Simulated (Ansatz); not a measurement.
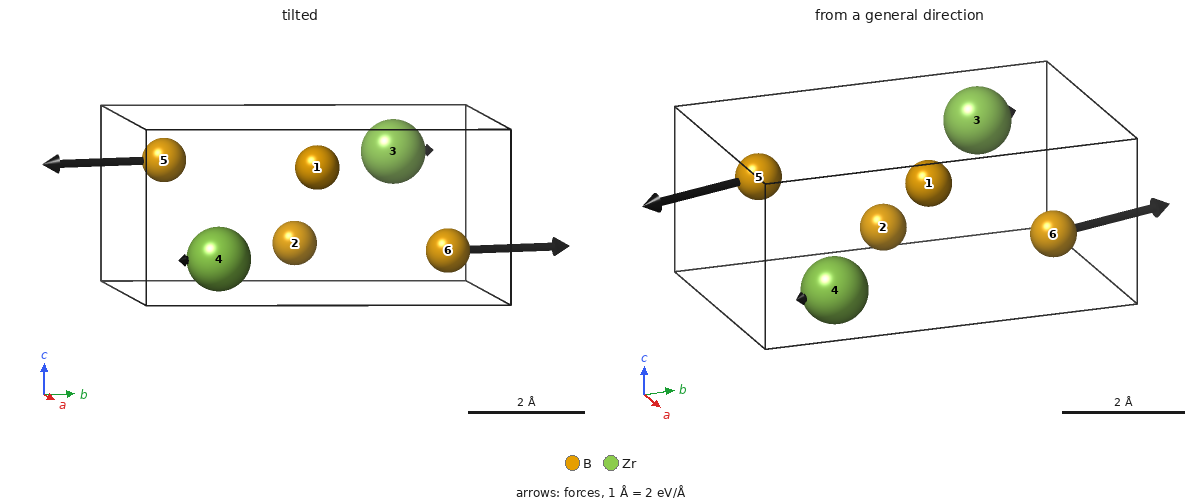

View slightly off an axis and from a general direction, drawn as a spheres-only model. The edges of the simulation cell are marked. The arrows are the computed forces on the atoms.

System: ZrB$_{2}$. Results below were computed with DFT, PAW plane waves, PBE (Ansatz 0.2.0); the settings were cutoff 420 eV, an 8×8×8 sampling of the Brillouin zone, Fermi-Dirac smearing of 0.036 eV, no spin polarisation.

Has this structure been optimised to equilibrium?

Answer. No. The atoms still feel forces of up to about 3.6 eV/Å, far above a usual threshold of 0.01 to 0.03 eV/Å.

Name the atom under the greatest force.

Answer. B5 and B6, about 3.6 eV/Å.

The structure is a generated cell, made by putting these elements into a known structure type (the compound may or may not exist in this form); no relaxation was done. It was the input of a calculation with Ansatz.
